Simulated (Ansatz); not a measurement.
# Single-point calculation, with input and output: BN

BN (F-43m, 2 atoms in the cell), computed with DFT LDA, scalar-relativistic, plane waves, PAW, no spin polarisation (Ansatz 0.2.0).

The structure derives from a Materials Project entry. It belongs to a series of runs on one base structure; here: volume × 0.98, shape and atoms relaxed.

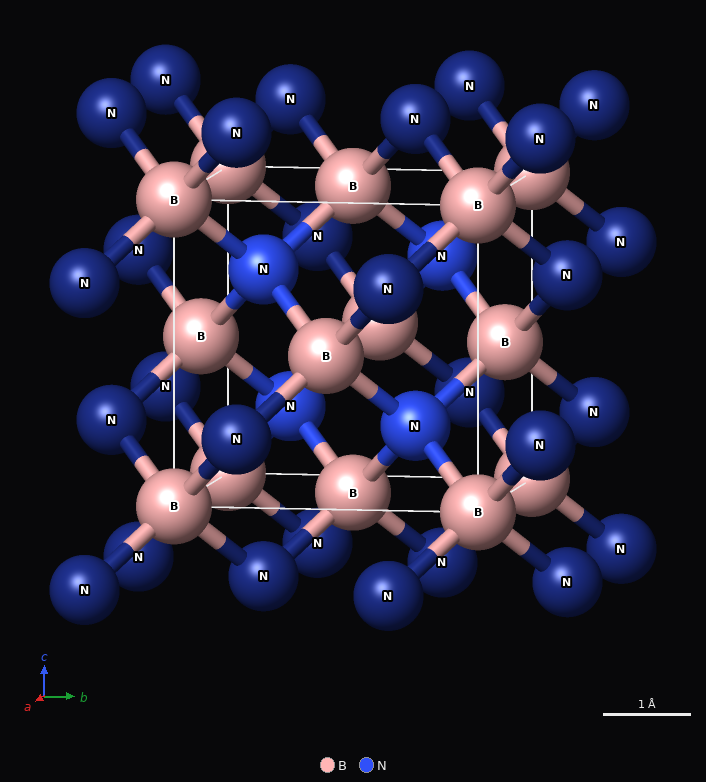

Figure 1. The input geometry (ball-and-stick view of the cell 4 times as large as that of the calculation, set on its symmetry axes, seen slightly off an axis; neighbours outside the cell are drawn fainter). Near neighbours in the crystal (not all of them lie inside the picture): B has 4 N at 1.54 Å; N has 4 B at 1.54 Å.

**Results in brief**

```json
{"quantity": "outcome", "value": "converged"}
{"quantity": "space group (tolerance 0.01 Å)", "value": "F-43m (216)"}
{"quantity": "electrons treated", "value": "8"}
{"quantity": "free energy", "value": "−526.4628 eV"}
{"quantity": "Fermi energy", "value": "11.727 eV"}
{"quantity": "gap on the k-point mesh", "value": "4.42 eV"}
{"quantity": "pressure", "value": "8.42 GPa"}
{"quantity": "largest force (length of the vector)", "value": "under 0.001 eV/Å"}
{"quantity": "hardware", "value": "1 thread of AMD EPYC 7571, 64 GiB of memory available, shared host"}
{"quantity": "wall time", "value": "2.7 s"}
{"quantity": "peak memory", "value": "0.31 GiB"}
```

The cell is under a pressure of 8.4 GPa at this level, so it is not at its equilibrium volume.

**Input**
```yaml
crystal:
  lattice:
    - [0.0, 1.7782587952, 1.7782587952]
    - [1.7782587952, 0.0, 1.7782587952]
    - [1.7782587952, 1.7782587952, 0.0]
  atoms:
    - { symbol: B, position: [0.0, 0.0, 0.0] }
    - { symbol: "N", position: [0.75, 0.75, 0.75] }
basis:
  ecutwfc: 420
kpoints:
  mp_grid: { grid: [12, 12, 12] }
hamiltonian:
  xc: lda
scf:
  occupations: { method: fixed }
output:
  forces: true
  stress: true
  eigenvalues: true
  write_density: true
  write_potential: true
  elf: true
  volumetric_format: npy
```

Run as:
```bash
ansatz run input.yaml --threads 1 --pin off --max-ram 3072MiB --backend cpu --events-out ev --progress --plain --runs-dir out
```

**What the program printed**
```
Engine: ansatz 0.2.0, x86_64-unknown-linux-gnu
Pseudopotentials: kind: paw
Pseudopotential: B, paw, valence charge 3, recommended cutoff 420 eV (normal), B.paw.azcp
Pseudopotential: N, paw, valence charge 5, recommended cutoff 420 eV (normal), N.paw.azcp
Functional definition: SPW92
  exchange = slater_x
  correlation = pw_c
Crystal: 2 atoms, lattice volume = 11.246 Å³
Basis set: ecut = 420 eV, 229 PW (Γ)
Bands: 8, of which v1, the nominal top of the filled ones, is band 4 counted from 1 (3 counted from 0)
Symmetry: 24 space group operations
Space group: F-43m (ITA 216), of the structure as read, at distance tolerance 2.2e-5 Å
k-points: 72 of 1728 (time reversal used)
Non-local potential: B, projectors of the file, l = 0: 2, l = 1: 2, l = 2: 1
Non-local potential: N, projectors of the file, l = 0: 2, l = 1: 2, l = 2: 1
PAW form: soft (Blöchl's): semilocal exchange-correlation on the pseudo side does not see the compensation charge
PAW frozen core: B, regenerated for the run's functional, and the local potential with it (the file was generated under x = pbe(κ = 0.804, μ = 0.2195149727645171), c = pbe(β = 0.06672455060314922))
PAW frozen core: N, regenerated for the run's functional, and the local potential with it (the file was generated under x = pbe(κ = 0.804, μ = 0.2195149727645171), c = pbe(β = 0.06672455060314922))
PAW one-centre angular grid: B, 110 points (default); XC on 64 Gauss nodes
PAW one-centre angular grid: N, 110 points (default); XC on 64 Gauss nodes
Initial density: superposition of atomic densities (neutral atoms: chi_scale 0, normalization atom), corrected by the library's trained network
Initial wavefunctions: pseudopotential atomic-orbital guess
Functional: x = slater, c = lda
SCF iter   1: F=—  HF=-526.464648 eV  |F-HF|=—  |Δ(HF+E_count)|=         —  Δρ=8.50e-3  dr2=5.99e-3  ethr=1.77e-3  ⟨swp⟩=3.9  Hψ=3284  notcnv=0  defer=111
preconditioner: auto → none  [insulator: Δε(μ)=4.349 eV  Ē_g=20.522 eV  n_scr=0 (ndim 8)  ℏωp=31.3 eV  f_vac=0.000  ε∞_Penn≈3.3]
SCF iter   2: F=—  HF=-526.462925 eV  |F-HF|=—  |Δ(HF+E_count)|=   1.72e-3  Δρ=3.39e-3  dr2=4.76e-4  ethr=7.49e-5  ⟨swp⟩=2.1  Hψ=1335  notcnv=0  defer=134
SCF iter   3: F=—  HF=-526.462779 eV  |F-HF|=—  |Δ(HF+E_count)|=   1.46e-4  Δρ=1.44e-3  dr2=7.20e-5  ethr=5.95e-6  ⟨swp⟩=2.8  Hψ=973  notcnv=0  defer=137
SCF iter   4: F=—  HF=-526.462758 eV  |F-HF|=—  |Δ(HF+E_count)|=   2.11e-5  Δρ=2.43e-4  dr2=1.95e-6  ethr=9.00e-7  ⟨swp⟩=1.0  Hψ=576  notcnv=0  defer=2
iter 5 did not close the SCF: its close was put off for the readings that it lacked (scf_convergence_deferred on its scf_iter line)
SCF iter   5: F=-526.462757 eV  HF=-526.462757 eV  |F-HF|=1.72e-9  |Δ(HF+E_count)|=   4.37e-7  Δρ=1.66e-5  dr2=1.15e-8  ethr=2.44e-8  ⟨swp⟩=1.5  Hψ=711  notcnv=0  defer=4
SCF iter   6: F=-526.462757 eV  HF=-526.462757 eV  |F-HF|=1.52e-11  |Δ(HF+E_count)|=   2.26e-9  Δρ=1.35e-6  dr2=5.21e-11  ethr=1.43e-10  ⟨swp⟩=6.7  Hψ=3618  notcnv=0
SCF 1 converged in 6 iterations: F = -526.462757 eV  dr2 = 5.21e-11
  greatest PAW one-centre occupation: 0.784 electrons in one spin orbital (limit 2), on the N atom at site 1 (counted from 0), in its partial waves of l = 0
```

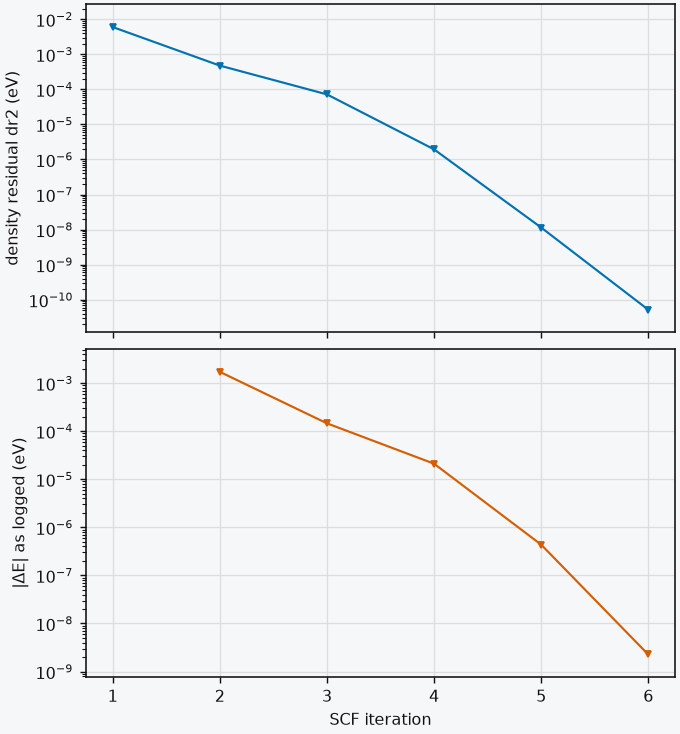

Figure 2. Convergence of the self-consistent field: density residual dr2 and size of the energy change against the SCF iteration. The residual falls at every step.

```
SCF converged after 6 iterations
Free energy (F): -526.462757 eV
Harris-Foulkes:  -526.462757 eV  (|F-HF|=1.52e-11)
Internal energy: -526.462757 eV  (E = F + TS)
E sigma→0 (E₀):  -526.462757 eV
Fermi energy:    11.727195 eV
--- Per-component energies (eV) ---
  E_band       = 29.211791
  E_kinetic    = 188.111453
  E_local      = -171.795072  (includes V_loc(G=0)·N_el)
  E_nonlocal   = 58.984790
  E_hartree    = 47.358216
  E_xc         = -93.296168
  E_vxc        = -116.496850  (∫ρ·V_xc dr)
  E_paw        = -191.674122  (= ΣΔE_a)
  E_vpaw       = -24.309015  (= ΣTr[D̂ρ^β])
  E_aug_tail   = 0.000098  (compensation charges beyond the density's cutoff)
  E_ewald      = -364.277829
  E_core_change = 0.125878  (= ΣΔE_core)
  E_smearing   = -0.000000  (= −TS)
  E_closure    = 0.000000  (closes the sum)
  Σ components = -526.462757   (vs F -526.462757, Δ=0.00e0)
--- Forces (eV/Å), atoms counted from 1 ---
  atom   1  B     -0.00000000     0.00000000    -0.00000000
  atom   2  N      0.00000000     0.00000000    -0.00000000
  max |Σ_I F_I| component: 5.09e-16 eV/Å
--- Stress (GPa, compression-positive) ---
        8.417033      -0.000000      -0.000000
       -0.000000       8.417033       0.000000
       -0.000000       0.000000       8.417033
  P = ⅓ Tr σ = 8.4170 GPa (84.170 kbar)
--- Band table (eV; the first three rows and the last of 72) ---
  k-point 0: bands = ["-8.9143", "11.7272", "11.7272", "11.7272", "20.6534", "20.6534", "20.6534", "22.9383"]
  k-point 1: bands = ["-8.7379", "10.7907", "11.5351", "11.5351", "20.9423", "20.9423", "20.9433", "23.4435"]
  k-point 2: bands = ["-8.2146", "8.6292", "11.0696", "11.0696", "21.4193", "21.6091", "21.6091", "24.6494"]
  k-point 71: bands = ["-2.5806", "4.0080", "4.3254", "4.8142", "21.3801", "25.5389", "26.2821", "27.1568"]
```

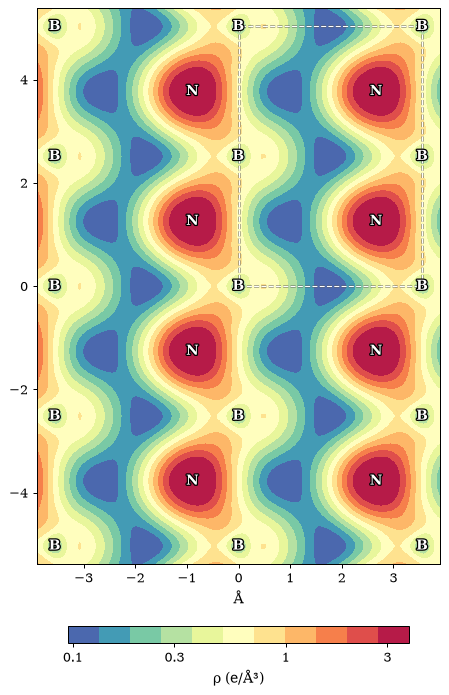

Figure 3. Valence pseudo-density on the (110) plane of the conventional cell. The section cuts through B and N sites. B–N (1.54 Å): the density is about 1.5 e/Å³ at the midpoint. Away from the nuclei the density in this plane falls to 0.09 e/Å³ at its lowest. Core electrons are frozen (PAW), so the fields are smoothed inside the atomic spheres.

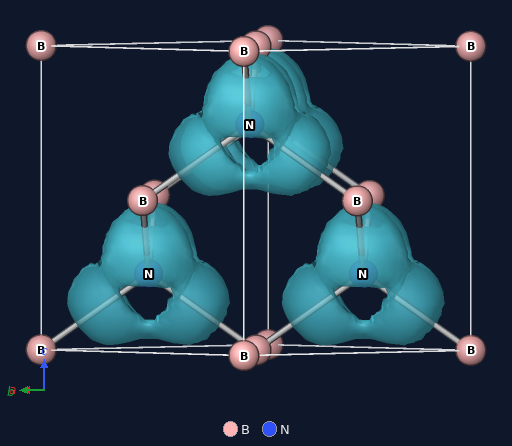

Figure 4. Isosurface of the ELF at 0.75 (cyan), seen at an oblique angle. Only the valence region is drawn (cores and ρ < 0.01 e/Å³ removed). Sticks mark near contacts. The outline is the cell set on symmetry axes. Profiles from the grid: B–N (1.54 Å): the ELF peaks at about 0.95 between the atoms, which marks a shared but strongly polarised pair.
